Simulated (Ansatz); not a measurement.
## NiSb: an electron-density study

Space group P6_3/mmc; the calculation finds a residual pressure of about 4 GPa at this fixed cell; spin-polarised.

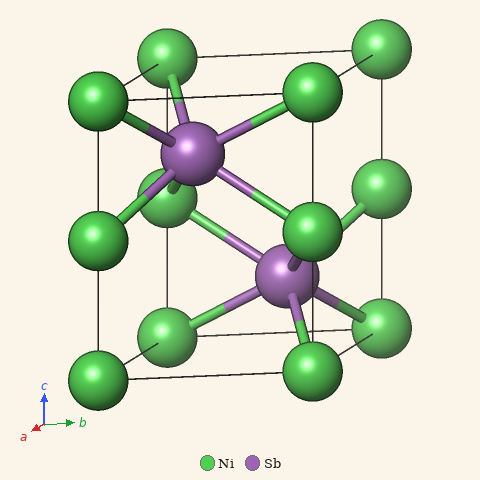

The conventional cell.

```xyz
4
Lattice="3.9280 0.0000 0.0000 -1.9640 3.4017 0.0000 0.0000 0.0000 5.1200" Properties=species:S:1:pos:R:3 pbc="T T T"
Ni    0.0000    0.0000    0.0000
Ni    0.0000    0.0000    2.5600
Sb    0.0000    2.2678    1.2800
Sb    1.9640    1.1339    3.8400
```

Level of theory: DFT PBE, scalar-relativistic, plane waves, PAW (Ansatz).

Core electrons are frozen (PAW), so the maps are meaningful between the atoms, not at the nuclei.

Part 1: Bonding charge

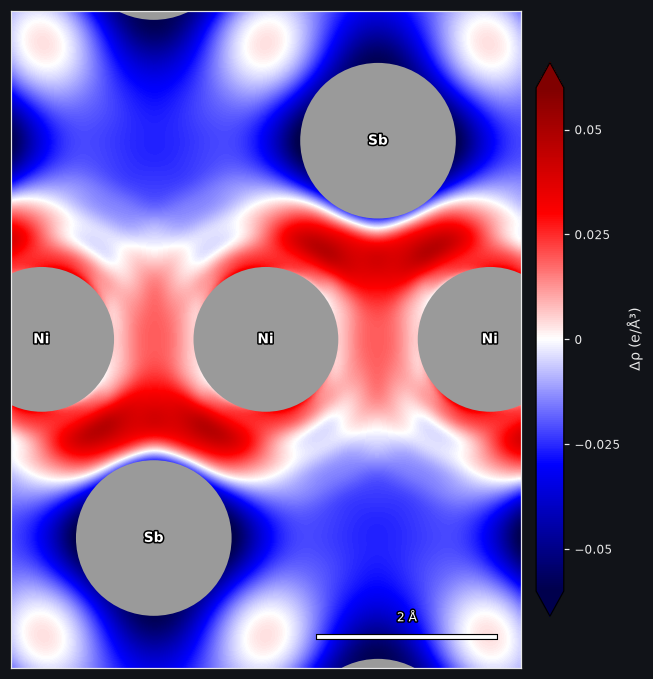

Density of the crystal less the sum of free-atom densities: a map on the (110) plane of the conventional cell, with grey discs over the atomic cores. Cores are masked to 0.8 Å (Ni) and 0.9 Å (Sb).

**Describe the bonding charge.**

Ni–Ni (2.56 Å): Δρ is +0.019 e/Å³ at the midpoint.
Ni–Sb (2.60 Å): Δρ is +0.04 e/Å³ at the midpoint.
Sb–Sb (3.42 Å): Δρ is about zero at the midpoint.
Over the whole cell, outside the masked cores, the largest gain, 0.05 e/Å³, lies 1.2 Å from a nickel nucleus and 1.4 Å from an antimony one, and the largest loss lies at the edge of the masked core of Sb.
The rearranged charge, half the integral of |Δρ|, is about 0.19 e an atom.
Bader charges: Ni −0.25 and Sb +0.25 e.

Part 2: States by energy

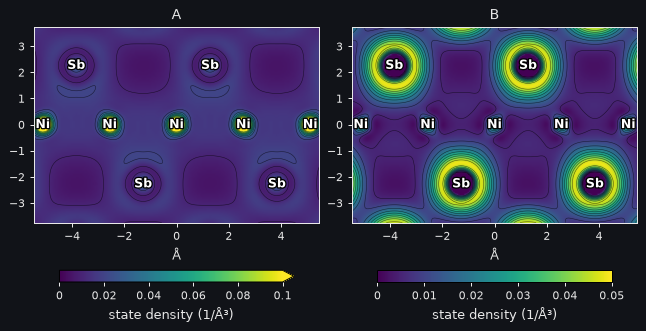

NiSb: densities of the states in two energy windows, on the (110) plane of the conventional cell.

**Match the panels to the energy ranges (zero at the Fermi level): −13.1 to −8.4 eV and −6.8 to −4.5 eV.**

Panel A: −6.8 to −4.5 eV, the lower third of the occupied valence band, mainly Sb 5p (65 %), Ni 3d (15 %) and Ni 4s (10 %).
Panel B: −13.1 to −8.4 eV, a separate group of bands, mainly Sb 5s (70 %), Ni 4s (15 %) and Sb 5p (10 %).
The characters are Löwdin shares on a minimal set of atomic orbitals.

Part 3: Moving an atom

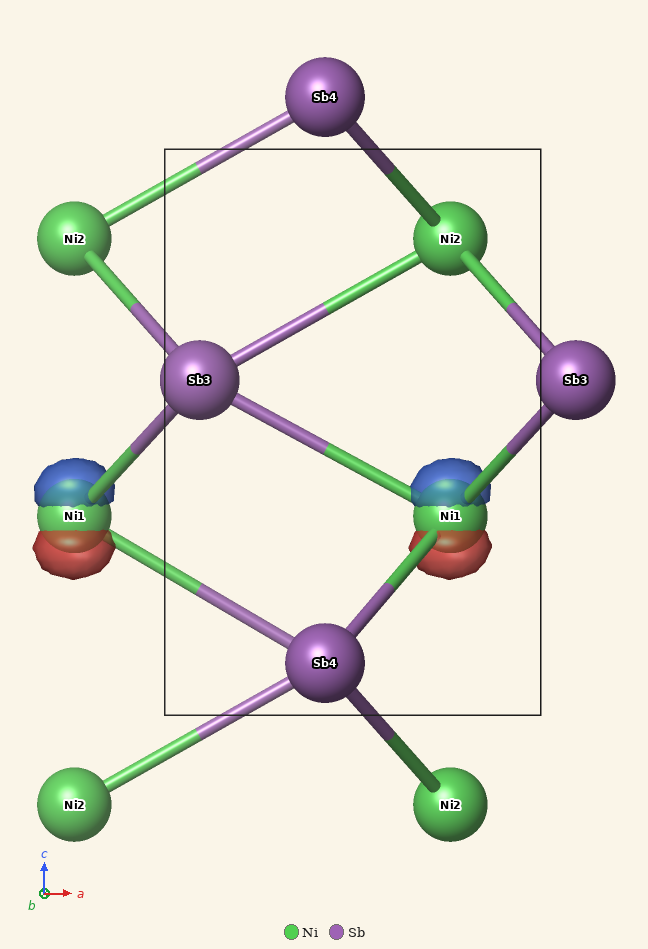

NiSb: one atom of the 4-atom cell (and its periodic copies) was moved a little. Density after less density before, blue at +2 and red at −2 e/Å³, seen along the b axis; cell a = 3.93 Å, b = 3.93 Å, c = 5.12 Å, α = 90.00°, β = 90.00°, γ = 120.00°. The lobes lie largely inside the PAW sphere, where the density is a smoothed one.

**Which atom moved, and which way?**

Ni1 moved towards the blue lobe, upwards in the picture. In the run the shift was 0.05 Å along [0 0 1] in the axes of the cell drawn.

**How much does the computed force on the atom change?**

The force on it changes by 0.48 eV/Å along the move, against it: a stiffness of about 9.5 eV/Å² for this sublattice shift.

Part 4: Change of volume

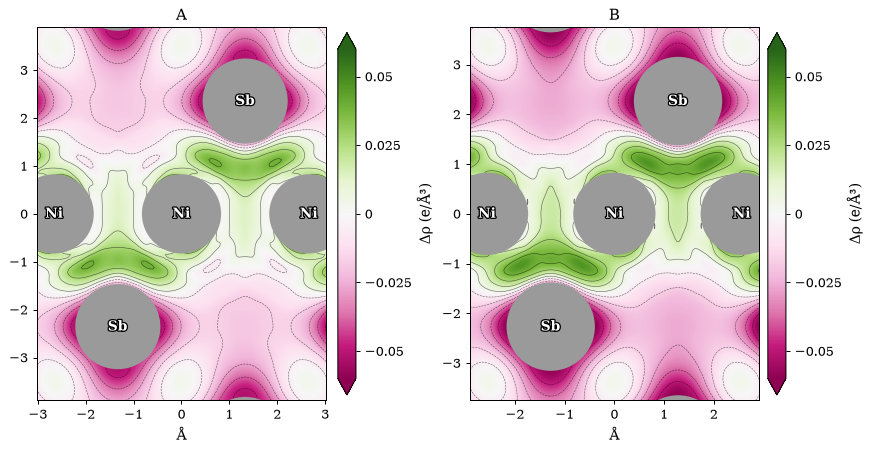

NiSb: deformation density on the (110) plane of the conventional cell at two volumes, with the same fractional coordinates and one colour scale. Grey discs cover the cores.

**Which panel is the larger cell, by how much, and what changes?**

A is the larger cell: A has 112 % of the volume of B.
From B to A, Ni–Ni goes from 2.56 to 2.66 Å, and Δρ at its midpoint from +0.019 to +0.013 e/Å³.
From B to A, Ni–Sb goes from 2.60 to 2.70 Å, and Δρ at its midpoint from +0.044 to +0.037 e/Å³.
From B to A, Sb–Sb goes from 3.42 to 3.55 Å, and Δρ at its midpoint stays at about zero.
The pressure is 3.8 GPa in B and −7.5 GPa in A.
Bader charges in B: Ni −0.25 and Sb +0.25 e; in A: Ni −0.17 and Sb +0.17 e.
The rearranged charge is 0.19 e an atom in B and 0.18 e in A.

Part 5: Putting it together

The two pressures give a mean stiffness −ΔP/Δln V of about 100 GPa over this range, with the atoms held at their fractional positions.

Run times: 86 s (base cell), 88 s (state densities), 2.3 min (moved atom) and 81 s (scaled cell), on 2 threads of Arm Neoverse N1 (shared host).
